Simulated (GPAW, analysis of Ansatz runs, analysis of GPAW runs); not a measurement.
# Charge-transition level of the Ti on the Ga site in GaAs (PBE) (GPAW), part 2 of 4

Subject: Ti on the Ga site in GaAs. Wanted: its charge-transition level, in one set-up (PBE, plane waves 500 eV, 32-site cell, PBE lattice, k: the single point 1/4 1/4 1/4 then 2x2x2 shifted, dielectric constants 10.9 and 12.9 (handbook)). The model is a cell of 32 host atoms with 1 Ga taken out and 1 Ti put in. The level is the Fermi energy at which two charge states have equal formation energy, after a correction for the images of the charge. A local or semilocal functional is the cheapest first rung.

GPAW 26.7.0; PBE, plane waves 500 eV, 32-site cell, PBE lattice, k: the single point 1/4 1/4 1/4 then 2x2x2 shifted, dielectric constants 10.9 and 12.9 (handbook).

So far: The structure; Relaxation, charge +1.

**2. Relaxation, charge +1 (continued)**

Level of this step: GPAW plane-wave PAW DFT, PBE; relaxation of all atoms of a defect supercell (GPAW).

Step by step:

```csv
step,energy less that of the first step (eV)
0,0.0000
1,-0.1468
2,-0.3675
3,-0.3720
4,-0.3828
5,-0.3864
6,-0.3888
7,-0.3908
8,-0.3932
9,-0.3946
10,-0.3953
11,-0.3960
12,-0.3969
13,-0.3976
14,-0.3980
15,-0.3981
```

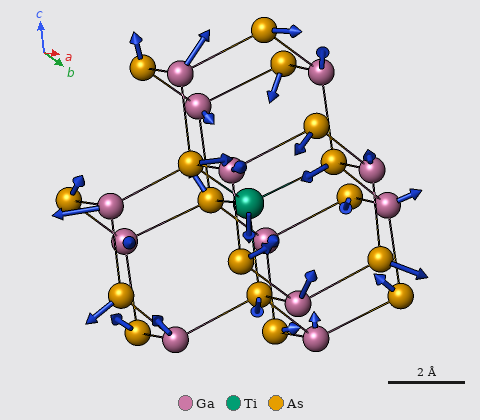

Displacements in the relaxation near the centre, exaggerated; the longest in the cell stands for 0.07 Å.

The atoms that moved most (Å):

```csv
atom,dx,dy,dz,length
Ga1,-0.032,-0.056,0.028,0.070
Ga10,-0.043,0.022,-0.044,0.065
Ga12,0.058,-0.022,0.010,0.063
Ga6,0.046,0.005,-0.042,0.063
Ga11,-0.009,0.008,-0.060,0.062
As32,0.020,0.055,0.007,0.059
As28,0.005,-0.031,0.048,0.058
Ga15,-0.029,0.002,0.048,0.056
```

The relaxed structure:

```xyz
32
Lattice="-5.7667 5.7667 -5.7667 5.7667 5.7667 5.7667 5.7667 -5.7667 -5.7667" Properties=species:S:1:pos:R:3 pbc="T T T"
Ga   -0.0118   -0.0105    0.0252
Ga    5.7541   -2.9004   -2.8640
Ga    5.7760   -0.0148   -0.0145
Ga    5.7805    2.9009    2.9024
Ga    2.8845   -2.8834   -5.7705
Ga    2.8979   -0.0156   -2.8926
Ti    2.8846    2.8828    0.0056
Ga    2.9055    5.7772    2.9044
Ga    0.0139    0.0103   -5.7460
Ga   -0.0085    2.9031   -2.8909
Ga   -0.0087    5.7794   -0.0107
Ga    5.7773    2.8639   -2.8896
Ga   -2.8809    2.8794   -5.7568
Ga   -2.9013    5.7537   -2.8672
Ga    2.8829    2.8825   -5.7597
Ga    2.8681    5.7830   -2.8925
As    4.3171   -4.3182   -4.3258
As    4.3197   -1.4513   -1.4335
As    4.3219    1.4455    1.4444
As    4.3247    4.3203    4.3417
As    1.4501   -1.4498   -4.3270
As    1.4472    1.4451   -1.4319
As    1.4470    4.3204    1.4448
As    7.2142    1.4425   -1.4358
As   -1.4405    1.4481   -4.3200
As   -1.4455    4.3246   -1.4358
As    4.3210    1.4418   -4.3274
As    4.3203    4.3216   -1.4339
As   -4.3220    4.3145   -4.3223
As    1.4449    1.4442   -7.1959
As    1.4457    4.3243   -4.3290
As    1.4462    7.2163   -1.4316
```

Neighbours of Ti7 at the end:

```csv
atom,distance (Å)
As22,2.490
As19,2.490
As28,2.491
As23,2.491
Ga12,4.093
Ga3,4.093
Ga10,4.094
Ga14,4.094
Ga1,4.094
Ga11,4.094
Ga9,4.094
Ga4,4.096
Ga8,4.096
Ga2,4.097
Ga6,4.099
Ga16,4.100
```

First to last step the energy falls by 0.398 eV; the largest move, 0.07 Å, is that of Ga1. Judged within 0.08 Å, the space group went from P1 to I-43m.

**3. Single point, charge +1**

The relaxed structure is kept, and the final numbers are taken at the final level and k-points.

This step: GPAW plane-wave PAW DFT, PBE; single point of a defect supercell.

run.py

```python
import numpy as np
from ase.io import read, write
from ase.parallel import parprint, world
from gpaw import GPAW, PW

atoms = read('POSCAR')
calc = GPAW(mode=PW(500),
            xc='PBE',
            kpts={'size': (2, 2, 2), 'gamma': False},
            charge=1,
            occupations={'name': 'fermi-dirac', 'width': 0.01},
            nbands=76,
            convergence={'density': 1e-05, 'bands': 73},
            maxiter=150,
            symmetry={'point_group': False},
            txt='gpaw.txt')
atoms.calc = calc
energy = atoms.get_potential_energy()
forces = atoms.get_forces()
parprint(f'Energy: {energy:.6f} eV, largest force {np.linalg.norm(forces, axis=1).max():.4f} eV/A')
calc.write('gs.gpw')
write('final.xyz', atoms)
for s in range(calc.get_number_of_spins()):
    parprint('Levels (eV), spin', s, calc.get_eigenvalues(kpt=0, spin=s)[-16:].round(3))
field = calc.get_electrostatic_potential()
if world.rank == 0:
    np.save('potential.npy', field)
field = calc.get_pseudo_density()
if world.rank == 0:
    np.save('density.npy', field)
```

POSCAR

```
Ga Ti Ga As
 1.0000000000000000
    -5.7666910817914703    5.7666910817914712   -5.7666910817914774
     5.7666910817914729    5.7666910817914792    5.7666910817914951
     5.7666910817914765   -5.7666910817914800   -5.7666910817914951
 Ga  Ti  Ga  As 
   6   1   9  16
Direct
 -0.0031010946739399 -0.0019348270683738 -0.0032098485487538
 -0.0031514745184437  0.2474321824703559  0.7472354802576561
 -0.0000254998920375  0.4995226385709426  0.5020650549743968
[... 2 atom lines left out ...]
  0.2494414335010869  0.2499024465781350  0.5020571674355364
  0.2494659172124563  0.5000648039055607  0.2496222659724665
[... 1 atom line left out ...]
  0.4991018443987585  0.0020959463284181  0.4994099578341404
  0.5023625193219178  0.2509752481054325  0.2499161572137275
  0.5020228097775341  0.5003414790347412  0.0001675839725584
  0.4988517945903775  0.7492328579282540  0.7514585996608959
[... 6 atom lines left out ...]
  0.0000922522105757  0.5000616842655896  0.2494943260517156
[... 2 atom lines left out ...]
  0.2494497094776087  0.2507745602267885  0.2496362306532262
  0.2493243698348665  0.5000604192420437  0.0001885656756330
[... 4 atom lines left out ...]
  0.4990277160998898  0.7492932591176117  0.4989122556060715
[... 3 atom lines left out ...]
  0.7498163970761423  0.7510822737975509  0.2495221782459327
```

The run is started by

```sh
$ OMP_NUM_THREADS=1 mpirun -n 4 gpaw python run.py > stdout
```

The program printed:

```text
__  _  _
 | _ |_)|_||  |
 |__||  | ||/\| - 26.7.0

Input parameters:
  mode=PW(ecut=500.0),
  charge=1,
  convergence={'density': 1e-05, 'bands': 73},
  kpts=MonkhorstPack(size=(2, 2, 2), gamma=False),
  maxiter=150,
  nbands=76,
  occupations=Occupations(name='fermi-dirac', width=0.01),
  symmetry=Symmetry(point_group=False),
  xc=XC(name='PBE')

Diagonalizing LCAO Hamiltonian
Converting LCAO to pw mode

                               Ga As

                                     Ga
                           As
                        Ga
                             As As
                             Ti
                 Ga As            As
                    Ga         Ga  Ga
                      Ga As          GaAs
             As            As As
                            Ga
                  As            As
               Ga            Ga  Ga
                       As
                     Ga
                         As As
                          Ga

Atoms  # Å, Bohr magnetons
|    | symbol |         x |         y |         z |    initial magnetic moments |
|----|--------|-----------|-----------|-----------|-----------------------------|
|  0 |     Ga | -0.011785 | -0.010530 |  0.025236 | ( 0.0000,  0.0000,  0.0000) |
|  1 |     Ga |  5.754115 | -2.900385 | -2.864038 | ( 0.0000,  0.0000,  0.0000) |
|  2 |     Ga |  5.775994 | -0.014808 | -0.014514 | ( 0.0000,  0.0000,  0.0000) |
|  3 |     Ga |  5.780549 |  2.900884 |  2.902363 | ( 0.0000,  0.0000,  0.0000) |
|  4 |     Ga |  2.884516 | -2.883390 | -5.770482 | ( 0.0000,  0.0000,  0.0000) |
|  5 |     Ga |  2.897867 | -0.015647 | -2.892550 | ( 0.0000,  0.0000,  0.0000) |
|  6 |     Ti |  2.884621 |  2.882818 |  0.005632 | ( 0.0000,  0.0000,  0.0000) |
|  7 |     Ga |  2.905485 |  5.777218 |  2.904440 | ( 0.0000,  0.0000,  0.0000) |
|  8 |     Ga |  0.013863 |  0.010310 | -5.746022 | ( 0.0000,  0.0000,  0.0000) |
|  9 |     Ga | -0.008483 |  2.903077 | -2.890862 | ( 0.0000,  0.0000,  0.0000) |
| 10 |     Ga | -0.008729 |  5.779359 | -0.010662 | ( 0.0000,  0.0000,  0.0000) |
| 11 |     Ga |  5.777300 |  2.863889 | -2.889559 | ( 0.0000,  0.0000,  0.0000) |
| 12 |     Ga | -2.880857 |  2.879388 | -5.756757 | ( 0.0000,  0.0000,  0.0000) |
| 13 |     Ga | -2.901325 |  5.753658 | -2.867176 | ( 0.0000,  0.0000,  0.0000) |
| 14 |     Ga |  2.882888 |  2.882541 | -5.759694 | ( 0.0000,  0.0000,  0.0000) |
| 15 |     Ga |  2.868118 |  5.783019 | -2.892535 | ( 0.0000,  0.0000,  0.0000) |
| 16 |     As |  4.317105 | -4.318190 | -4.325774 | ( 0.0000,  0.0000,  0.0000) |
| 17 |     As |  4.319733 | -1.451346 | -1.433481 | ( 0.0000,  0.0000,  0.0000) |
| 18 |     As |  4.321926 |  1.445477 |  1.444413 | ( 0.0000,  0.0000,  0.0000) |
| 19 |     As |  4.324657 |  4.320302 |  4.341662 | ( 0.0000,  0.0000,  0.0000) |
| 20 |     As |  1.450071 | -1.449776 | -4.327046 | ( 0.0000,  0.0000,  0.0000) |
| 21 |     As |  1.447215 |  1.445064 | -1.431935 | ( 0.0000,  0.0000,  0.0000) |
| 22 |     As |  1.447005 |  4.320383 |  1.444830 | ( 0.0000,  0.0000,  0.0000) |
| 23 |     As |  7.214194 |  1.442502 | -1.435802 | ( 0.0000,  0.0000,  0.0000) |
| 24 |     As | -1.440491 |  1.448059 | -4.320003 | ( 0.0000,  0.0000,  0.0000) |
| 25 |     As | -1.445503 |  4.324615 | -1.435787 | ( 0.0000,  0.0000,  0.0000) |
| 26 |     As |  4.321021 |  1.441751 | -4.327376 | ( 0.0000,  0.0000,  0.0000) |
| 27 |     As |  4.320277 |  4.321609 | -1.433869 | ( 0.0000,  0.0000,  0.0000) |
| 28 |     As | -4.322032 |  4.314508 | -4.322256 | ( 0.0000,  0.0000,  0.0000) |
| 29 |     As |  1.444877 |  1.444235 | -7.195902 | ( 0.0000,  0.0000,  0.0000) |
| 30 |     As |  1.445712 |  4.324313 | -4.328977 | ( 0.0000,  0.0000,  0.0000) |
| 31 |     As |  1.446217 |  7.216302 | -1.431617 | ( 0.0000,  0.0000,  0.0000) |

Unit cell  # Å
| periodic |         x |         y |         z |  lengths |     angles |
|----------|-----------|-----------|-----------|----------|------------|
|      yes | -5.766691 |  5.766691 | -5.766691 | 9.988202 | 109.471221 |
|      yes |  5.766691 |  5.766691 |  5.766691 | 9.988202 | 109.471221 |
|      yes |  5.766691 | -5.766691 | -5.766691 | 9.988202 | 109.471221 |

Number of symmetries: 1
Symmetry operations  # r_c * U_cc + t_c -> r_c
|   | kind |            matrix            |
|---|------|------------------------------|
| 0 |  E   |  1, 0, 0,  0, 1, 0,  0, 0, 1 |

BZ-sampling:
  Number of BZ points: 8
  Number of IBZ points: 4

  Monkhorst-Pack size: [2, 2, 2]
  Monkhorst-Pack shift: [0, 0, 0]

K-points  # in reciprocal-cell coordinates
|   |                                coordinates |     weight |
|---|--------------------------------------------|------------|
| 0 | (  0.25000000,  -0.25000000,  -0.25000000) | 0.25000000 |
| 1 | (  0.25000000,  -0.25000000,   0.25000000) | 0.25000000 |
| 2 | (  0.25000000,   0.25000000,  -0.25000000) | 0.25000000 |
| 3 | (  0.25000000,   0.25000000,   0.25000000) | 0.25000000 |

Plane wave coefficients: 19512
Cutoff: 500.0 eV

Spin-components: 1 (collinear spins)
Bands:           76
Projectors:      161
Spin-degeneracy: 2
Datatype:        complex128

Density:
  Valence electrons: 137.0
  Components: 1
  Grid points: [54 54 54]
  Charge: 1.0  # |e|

Potential:
  Grid points: [54 54 54]

species:
  Ga:
    name:    Gallium
    Z:       31.0
    valence: 3
    core:    28
    charge:  0.0  # [|e|]
    compensation charges:
      type: gauss
      rc: 0.37  # [Å]
      lmax: 2
    cutoffs:
      filter: 2.06  # [Å]
      core: 4.17  # [Å]
    projectors
    | kind |    occ | energy [eV] | rcut [Å] |
    |------|--------|-------------|----------|
    |   4s |  2.000 |      -8.945 |    1.164 |
    |   4p |  1.000 |      -2.580 |    1.164 |
    |    s |        |      18.266 |    1.164 |
    |    p |        |      24.631 |    1.164 |
    |    d |        |       0.000 |    1.164 |

    Using partial waves for Ga as LCAO basis

  Ti:
    name:    Titanium
    Z:       22.0
    valence: 12
    core:    10
    charge:  0.0  # [|e|]
    compensation charges:
      type: gauss
      rc: 0.38  # [Å]
      lmax: 2
    cutoffs:
      filter: 2.23  # [Å]
      core: 1.02  # [Å]
    projectors
    | kind |    occ | energy [eV] | rcut [Å] |
    |------|--------|-------------|----------|
    |   3s |  2.000 |     -62.623 |    1.270 |
    |   4s |  2.000 |      -4.466 |    1.270 |
    |   3p |  6.000 |     -38.862 |    1.058 |
    |   4p |  0.000 |      -1.466 |    1.058 |
    |   3d |  2.000 |      -4.258 |    1.058 |
    |    d |        |      22.953 |    1.058 |

    Using partial waves for Ti as LCAO basis

  As:
    name:    Arsenic
    Z:       33.0
    valence: 5
    core:    28
    charge:  0.0  # [|e|]
    compensation charges:
      type: gauss
      rc: 0.33  # [Å]
      lmax: 2
    cutoffs:
      filter: 1.87  # [Å]
      core: 2.96  # [Å]
    projectors
    | kind |    occ | energy [eV] | rcut [Å] |
    |------|--------|-------------|----------|
    |   4s |  2.000 |     -14.487 |    1.058 |
    |   4p |  3.000 |      -5.196 |    1.058 |
    |    s |        |      12.725 |    1.058 |
    |    p |        |      22.016 |    1.058 |
    |    d |        |       0.000 |    1.058 |

    Using partial waves for As as LCAO basis

Reference energy: -1800541.664818  # eV

eigensolver:
  PPCG
  Converge bands: 73
  niter=2

density mixing:
  MSR1-Mixer
  Pratt-step length: 0.05
  Maximum mixing coefficient: 0.75
  Old densities: 10
  SVD Regularization: 0.005
  Good broyden scale: 1.0
  Trust region scale: 1.0
  Backstep threshold: 4.0
  History deletion threshold: 6.0
  Fourier metric: weight=20.0, sigma=0.015

occupation numbers:
  Fermi-Dirac:
    width: 0.0100  # eV

poisson solver:
  ecut: 4000.0  # eV
  uniform background charge: 1.0  # electrons

xc functional:
  name: PBE with 2 nearest neighbor stencil

Initialization done in: 4.928 s

convergence criteria:
- Maximum integral of absolute [dens]ity change: 1e-05 electrons / valence electron
- Maximum [total energy] change in last 3 cyles: 0.0005 eV / valence electron
- Maximum integral of absolute [eigenst]ate change: 4e-08 eV^2 / valence electron
maximum number of iterations: 150

SCF iterations
|iter     | |      energy | eigst |  dens |
|---------|-|-------------|-------|-------|
|iter:   1| | -141.887687 | -0.26 |       |
|iter:   2| | -141.551200 | -1.55 | -0.91 |
|iter:   3| | -143.832091 | -0.09 | -0.94 |
|iter:   4| | -143.481850 | +0.61 | -1.27 |
|iter:   5| | -140.819470 | -0.20 | -1.21 |
|iter:   6| | -140.240988 | -1.74 | -1.62 |
|iter:   7| | -140.216762 | -2.44 | -1.98 |
|iter:   8| | -140.203458c| -1.61 | -2.20 |
|iter:   9| | -140.191782c| -2.45 | -2.55 |
|iter:  10| | -140.189341c| -3.23 | -2.78 |
|iter:  11| | -140.189216c| -4.17 | -3.27 |
|iter:  12| | -140.189190c| -4.50 | -3.60 |
|iter:  13| | -140.189178c| -5.01 | -3.86 |
|iter:  14| | -140.189178c| -5.23 | -4.24 |
|iter:  15| | -140.189178c| -5.59 | -4.74 |
|iter:  16| | -140.189178c| -5.86 | -5.24c|
|iter:  17| | -140.189178c| -6.15 | -5.71c|
|iter:  18| | -140.189178c| -6.38 | -6.00c|
|iter:  19| | -140.189178c| -6.69 | -6.44c|
|iter:  20| | -140.189178c| -6.96 | -6.80c|
|iter:  21| | -140.189178c| -7.18 | -7.19c|
|iter:  22| | -140.189178c| -7.46c| -7.69c|

Converged in 22 steps
SCF loop duration: 138.141 s (6.279 s/step)
Energy contributions relative to reference atoms: (reference = -1800541.664818)

Energy contributions:
  Kinetic:         276.485174
  Coulomb:        -262.967414
  Zero:              0.239860
  External:          0.000000
  Xc:             -153.946797
  Entropy:          -0.000000
  Spinorbit:         0.000000
  ----------------------------
  Free energy:    -140.189178
  Extrapolated:   -140.189178

dipole moment: (-55.860946, 61.644462, -58.864086)  # |e|*Ang

Fermi level: 4.019
Eigenvalues  # (at kpt = [0.250, -0.250, -0.250])
| band index |      eig [eV] | occ [0-2] |
|------------|---------------|-----------|
|          0 |       -53.210 |     2.000 |
|        ... |               |           |
|         60 |         3.104 |     2.000 |
|         61 |         3.105 |     2.000 |
|         62 |         3.229 |     2.000 |
|         63 |         3.265 |     2.000 |
|         64 |         3.265 |     2.000 |
|         65 |         3.309 |     2.000 |
|         66 |         3.675 |     2.000 |
|         67 |         3.676 |     2.000 |
|         68 |         4.842 |     0.000 |
|         69 |         5.008 |     0.000 |
|         70 |         5.291 |     0.000 |
|         71 |         5.607 |     0.000 |
|         72 |         5.608 |     0.000 |
|         73 |         6.141 |     0.000 |
|         74 |         6.428 |     0.000 |
|         75 |         6.428 |     0.000 |

Gap: 1.083 eV
Transition (v -> c):
  (s=0, k=3, n=67, [0.25, 0.25, 0.25]) -> (s=0, k=0, n=68, [0.25, -0.25, -0.25])
Direct/indirect transitions are different
Direct gap: 1.100 eV
Transition at: (s=0, k=3, n=67, [0.25, 0.25, 0.25])

Forces  # eV/Ang
|        x |        y |        z |
|----------|----------|----------|
| -0.00211 | -0.02309 |  0.01818 |  # Ga   0
| -0.01106 | -0.02312 |  0.00061 |  # Ga   1
|  0.02049 |  0.00193 | -0.01179 |  # Ga   2
|  0.01258 |  0.01548 |  0.00860 |  # Ga   3
|  0.00051 | -0.00135 |  0.01315 |  # Ga   4
|  0.02406 | -0.01324 | -0.01013 |  # Ga   5
| -0.00141 |  0.00465 |  0.00417 |  # Ti   6
|  0.00861 |  0.01187 | -0.00093 |  # Ga   7
|  0.00626 |  0.01583 |  0.03230 |  # Ga   8
| -0.01165 |  0.01321 | -0.01023 |  # Ga   9
[...]
|  0.03645 |  0.04038 | -0.04079 |  # As  27
| -0.02283 |  0.06546 |  0.02063 |  # As  28
| -0.01250 | -0.01727 | -0.05533 |  # As  29
| -0.01370 |  0.01998 |  0.06175 |  # As  30
| -0.01031 | -0.05623 | -0.02599 |  # As  31

# Writing to gs.gpw (mode='')
```

Wall time 2.5 min (4 MPI ranks of Arm Neoverse V1, shared host); peak memory 2.2 GiB.

(Part 2 of 4 ends here.)

[Logs are printed without paths, hosts, clocks, repeated set-up lines and the standing remarks that a program may print on its own settings, such as how far it seeks lower states.]

[Hosts, paths, dates, database ids (printed as entryN), source tags and the programs' standing remarks are cut or masked in the printed files.]

[For some hosts the program warned that the k-mesh of the response run may be too coarse for force constants and the static dielectric constant; such warnings are not shown here.]
